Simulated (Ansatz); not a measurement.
Single-point calculation, with input and output: Hf (part 2 of 2)

The same run, continued: Hf (slab, 8 atoms in the cell); DFT PBEsol, scalar-relativistic, plane waves, PAW, no spin polarisation (Ansatz 0.2.0); cutoff 420 eV, 11×7×1 k-mesh, Gaussian smearing of 0.1 eV. It belongs to a series of runs on one base structure; here: (1 0 0) slab cut from the bulk.

Geometry of the input (Å; fractional positions):
```
3.1602  0.0000  0.0000
0.0000  4.9962  0.0000
0.0000  0.0000  24.1228
Hf 0.0000  0.2500  0.3109
Hf 0.5000  0.7500  0.3487
Hf 0.5000  0.2500  0.4244
Hf 0.0000  0.7500  0.4622
Hf 0.0000  0.2500  0.5378
Hf 0.5000  0.7500  0.5756
Hf 0.5000  0.2500  0.6513
Hf 0.0000  0.7500  0.6891
```

### Output, continued
```
  k-point 1: bands = ["-54.9674", "-54.9674", "-54.5245", "-54.5214", "-54.4827", "-54.4486", "-54.4146", "-54.4029", "-23.8384", "-23.8368", "-23.7590", "-23.7518", "-23.5934", "-23.5182", "-23.3335", "-23.3163", "-23.3060", "-23.3051", "-23.1709", "-23.1204", "-23.0533", "-23.0427", "-23.0000", "-22.9993", "-22.9628", "-22.9481", "-22.9066", "-22.8898", "-22.8197", "-22.8175", "-22.8054", "-22.7618", "-5.0059", "-5.0059", "-5.0011", "-5.0011", "-4.9506", "-4.9506", "-4.9487", "-4.9487", "-4.9304", "-4.9304", "-4.9045", "-4.9045", "-4.8756", "-4.8756", "-4.5306", "-4.5305", "-4.5178", "-4.5176", "-4.5035", "-4.5033", "-4.5004", "-4.5001", "-4.4841", "-4.4833", "-4.4829", "-4.4809", "-4.4802", "-4.4801", "-4.4710", "-4.4628", "-4.4553", "-4.4469", "-4.4467", "-4.4413", "-4.4348", "-4.4332", "-4.4276", "-4.4254", "-4.4253", "-4.4201", "-4.4093", "-4.4076", "-4.4063", "-4.4041", "-4.4030", "-4.3993", "-4.3973", "-4.3940", "-4.3924", "-4.3897", "-4.3828", "-4.3750", "-4.3742", "-4.3719", "-4.3431", "-4.3422", "0.3629", "1.2948", "2.4844", "3.4199", "3.7622", "4.5352", "4.6337", "4.8580", "5.4941", "5.8999", "6.4451", "6.6502", "6.8620", "6.9929", "7.4872", "7.6619", "8.0790", "8.2043", "8.2640", "8.3344", "8.3730", "8.6396", "8.6632", "8.6833", "8.7210", "8.7486", "8.8830", "8.9408", "8.9877", "9.1004", "9.5214", "9.9330", "9.9577", "10.1933", "10.3451", "10.3721", "10.6513"]
  k-point 2: bands = ["-54.9667", "-54.9667", "-54.5228", "-54.5211", "-54.4756", "-54.4479", "-54.4203", "-54.4086", "-23.8532", "-23.8510", "-23.6899", "-23.6876", "-23.5552", "-23.5211", "-23.4124", "-23.2929", "-23.2924", "-23.2432", "-23.1568", "-23.1533", "-23.0610", "-23.0291", "-23.0196", "-23.0089", "-22.9612", "-22.9365", "-22.9238", "-22.8932", "-22.8793", "-22.8430", "-22.8278", "-22.7848", "-5.0055", "-5.0055", "-5.0012", "-5.0012", "-4.9508", "-4.9508", "-4.9488", "-4.9488", "-4.9307", "-4.9307", "-4.9047", "-4.9047", "-4.8758", "-4.8758", "-4.5315", "-4.5315", "-4.5175", "-4.5173", "-4.5039", "-4.5039", "-4.4997", "-4.4994", "-4.4836", "-4.4833", "-4.4827", "-4.4800", "-4.4775", "-4.4771", "-4.4695", "-4.4657", "-4.4555", "-4.4510", "-4.4462", "-4.4428", "-4.4413", "-4.4349", "-4.4331", "-4.4324", "-4.4228", "-4.4208", "-4.4089", "-4.4076", "-4.4039", "-4.4036", "-4.4010", "-4.3990", "-4.3966", "-4.3894", "-4.3892", "-4.3872", "-4.3801", "-4.3781", "-4.3726", "-4.3709", "-4.3435", "-4.3428", "0.9069", "1.7842", "2.8349", "3.3727", "3.4805", "4.1508", "4.5124", "4.6040", "5.8419", "5.9506", "6.2761", "6.5264", "6.6663", "7.0974", "7.5303", "7.6788", "7.7641", "7.8355", "7.9726", "8.2164", "8.2413", "8.2630", "8.4901", "8.6021", "8.7452", "8.7787", "8.8440", "8.8716", "8.8839", "8.9444", "9.2559", "9.9276", "10.2820", "10.8981", "10.9292", "10.9740", "11.0635"]
  k-point 23: bands = ["-54.9457", "-54.9457", "-54.4988", "-54.4987", "-54.4395", "-54.4332", "-54.4018", "-54.4017", "-23.8089", "-23.8064", "-23.7734", "-23.7660", "-23.7317", "-23.7267", "-23.5703", "-23.5592", "-23.5216", "-23.4851", "-23.2809", "-23.2738", "-23.1712", "-23.1560", "-23.0920", "-23.0909", "-23.0448", "-23.0108", "-22.9882", "-22.9689", "-22.9517", "-22.9319", "-22.9168", "-22.8943", "-5.0021", "-5.0021", "-4.9994", "-4.9994", "-4.9716", "-4.9716", "-4.9401", "-4.9401", "-4.9210", "-4.9210", "-4.9051", "-4.9051", "-4.8741", "-4.8741", "-4.5334", "-4.5334", "-4.5118", "-4.5117", "-4.5052", "-4.5050", "-4.5017", "-4.5017", "-4.4880", "-4.4880", "-4.4792", "-4.4773", "-4.4756", "-4.4747", "-4.4618", "-4.4607", "-4.4491", "-4.4451", "-4.4405", "-4.4375", "-4.4361", "-4.4324", "-4.4278", "-4.4250", "-4.4241", "-4.4225", "-4.4143", "-4.4118", "-4.4068", "-4.4061", "-4.4030", "-4.4018", "-4.4012", "-4.3975", "-4.3901", "-4.3896", "-4.3836", "-4.3834", "-4.3796", "-4.3782", "-4.3481", "-4.3480", "3.8586", "3.9061", "4.1556", "4.2096", "4.5590", "4.5745", "4.8129", "5.0399", "6.1564", "6.2282", "6.3336", "6.4465", "6.5214", "6.5555", "6.7735", "7.0431", "7.3818", "7.4904", "7.6983", "7.9661", "8.0976", "8.1844", "8.3886", "8.4242", "9.0962", "9.3309", "9.4050", "9.5189", "9.5480", "9.8532", "10.2543", "10.2949", "10.6961", "10.8019", "10.8657", "10.9918", "12.6943"]
```

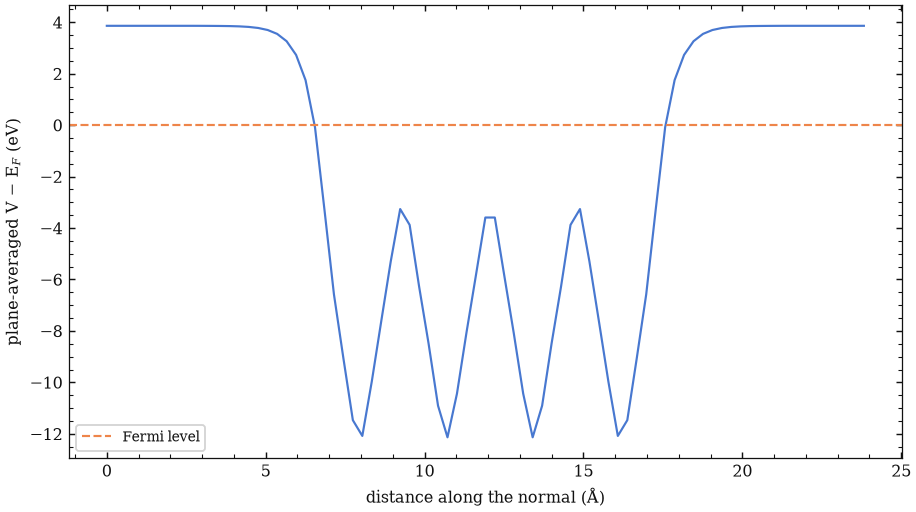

Figure 1. Plane average of the electrostatic potential energy of an electron across the cell, from the Fermi level. The vacuum level lies 3.86 eV above the Fermi level.

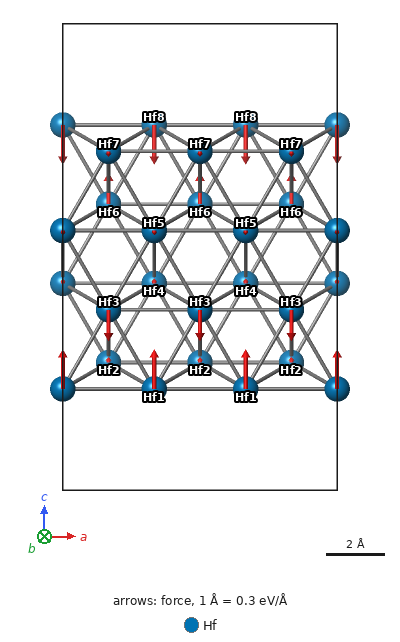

Figure 2. Forces on the atoms as red arrows (ball-and-stick view of the 3 × 1 repeat of the cell, with the vacuum cut short, along the b axis; atoms are numbered from 1 in the order of the input). The largest act on Hf1, Hf8 (0.41 eV/Å); Hf3, Hf6 (0.33 eV/Å). The geometry is not a stationary point of this energy.

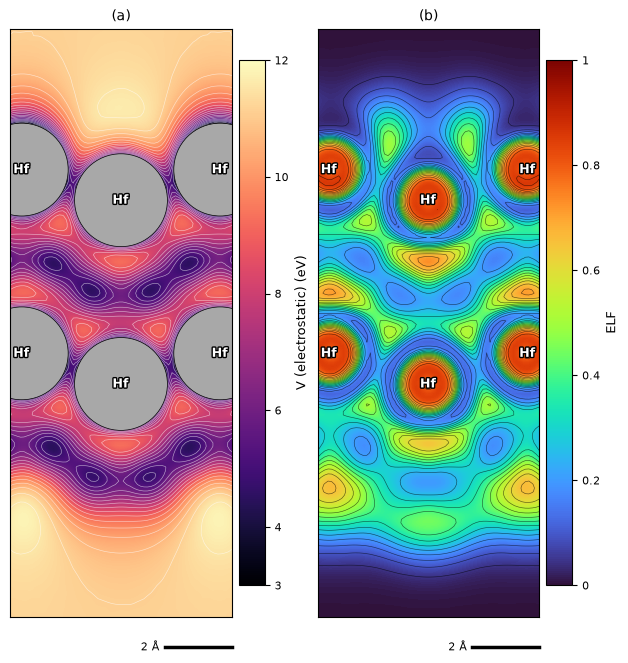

Figure 3. (a) electrostatic potential (local pseudopotential plus Hartree) felt by an electron; (b) electron localisation function on the (110) plane of the calculation cell, a cut from vacuum to vacuum. Grey discs, where drawn, cover atomic cores. The section cuts through Hf sites. Hf–Hf (3.09 Å): the ELF is about 0.20 at the midpoint (no localised pair between them). The strong features right at Hf lie inside the PAW spheres (semicore, d or f shells) and say nothing about bonding. The fields are those of the smooth PAW valence density.

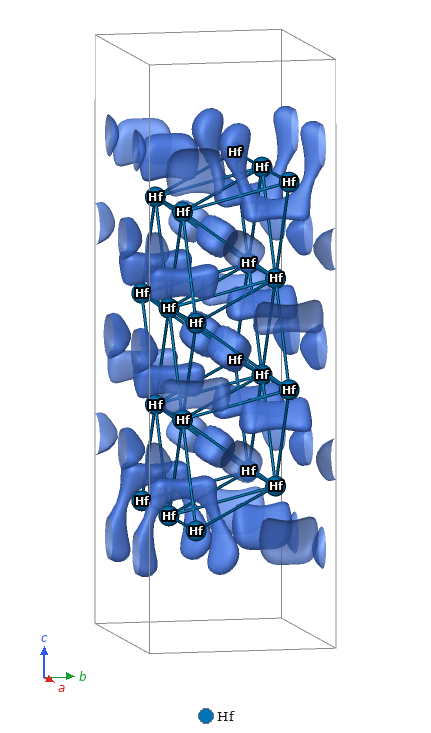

Figure 4. Isosurface of the electron localisation function at 0.55 (blue), seen slightly off an axis. Core shells and regions of very low density are left out. Sticks mark near contacts. Counts are for one cell; the picture repeats the cell along the surface. Along the contacts the grid gives the following. Hf–Hf (3.09 Å): the ELF is about 0.25 at the midpoint (no localised pair between them). Hf–Hf (3.16 Å): the ELF is about 0.30 at the midpoint; no shared electron pair.

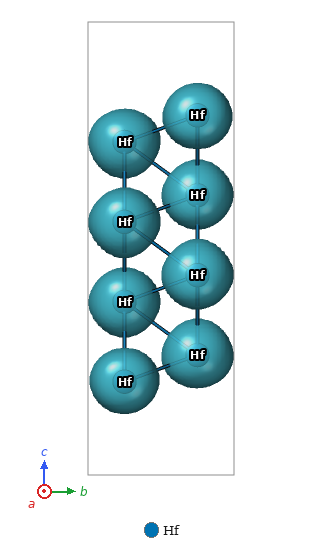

Figure 5. Isosurface of the valence pseudo-density at 0.3 e/Å³ (cyan), seen along the a axis. Sticks mark near contacts. At this value the density breaks into separate islands; it holds about 90 % of the electrons treated as valence (semicore included). It is pinched off along the Hf–Hf (3.09 Å) and Hf–Hf (3.16 Å) contacts. On the grid the lowest density along these lines, outside the cores, is 0.2 e/Å³ (Hf–Hf, 3.09 Å) and 0.21 e/Å³ (Hf–Hf, 3.16 Å).

### Summary

- outcome: converged
- electrons treated: 208
- free energy: −124780.1518 eV
- work function, top face: 3.86 eV
- work function, bottom face: 3.86 eV
- Fermi energy: 7.318 eV
- gap on the k-point mesh: none (metallic)
- work function (upper face): 3.86 eV
- largest force (length of the vector): 0.412 eV/Å
- hardware: 2 threads of Arm Neoverse V2, 24 GiB of memory available, shared host
- wall time: 87 s (CPU time 2.9 min)
- peak memory: 1.2 GiB

The program warns: the exchange-correlation potential is rough where the density is thin. Spin–orbit coupling is left out, which matters for Hf.
